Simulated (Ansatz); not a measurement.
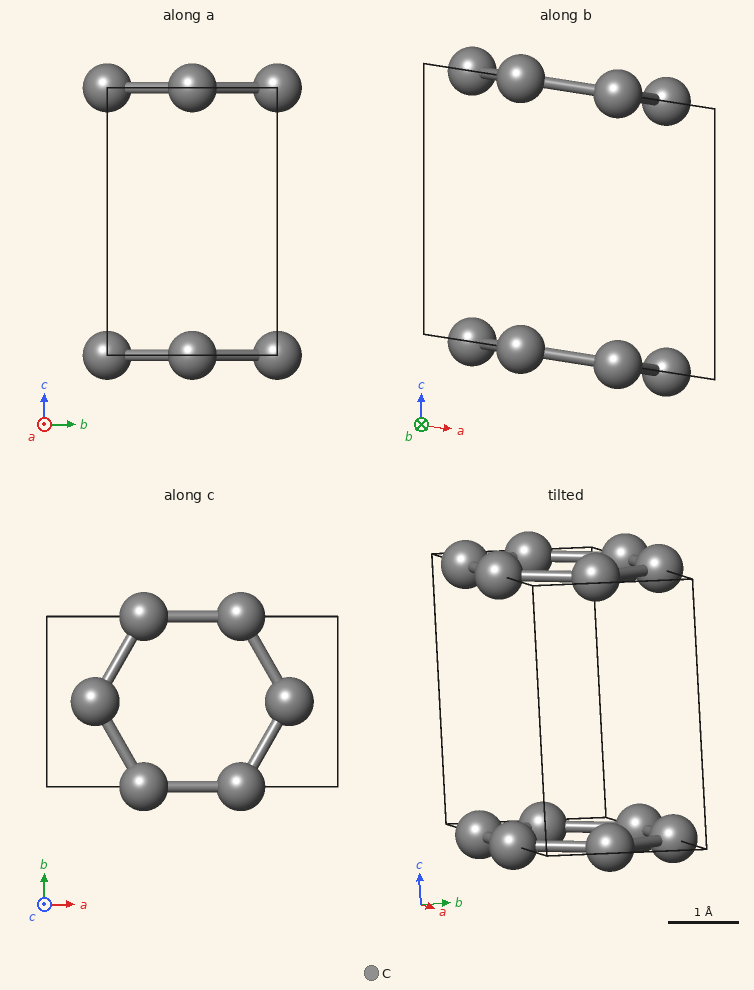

This ball-and-stick model is shown along the a axis, along the b axis, along the c axis and slightly off an axis. The conventional unit cell is outlined; an atom on or near a face, edge or corner is repeated at each equivalent position.

Lattice parameters: a = 4.2700 Å, b = 2.4651 Å, c = 3.9224 Å, α = 90.000°, β = 98.864°, γ = 90.000°.

Question: Record the structure as a CIF in P1 with every atom of the cell.

Answer:
```cif
data_structure
_symmetry_space_group_name_H-M 'P 1'
_symmetry_Int_Tables_number 1
_cell_length_a 4.2700
_cell_length_b 2.4651
_cell_length_c 3.9224
_cell_angle_alpha 90.000
_cell_angle_beta 98.864
_cell_angle_gamma 90.000
_cell_volume 40.79
loop_
_atom_site_label
_atom_site_type_symbol
_atom_site_fract_x
_atom_site_fract_y
_atom_site_fract_z
_atom_site_occupancy
C1 C 0.8333 0.5000 0.0000 1
C2 C 0.6667 0.0000 0.0000 1
C3 C 0.3333 0.0000 0.0000 1
C4 C 0.1667 0.5000 0.0000 1
```

The initial geometry was a random cell made by a generator, so it need not be a real form of the element. It was relaxed at fixed volume with DFT PBE, scalar-relativistic, plane waves, PAW in Ansatz.
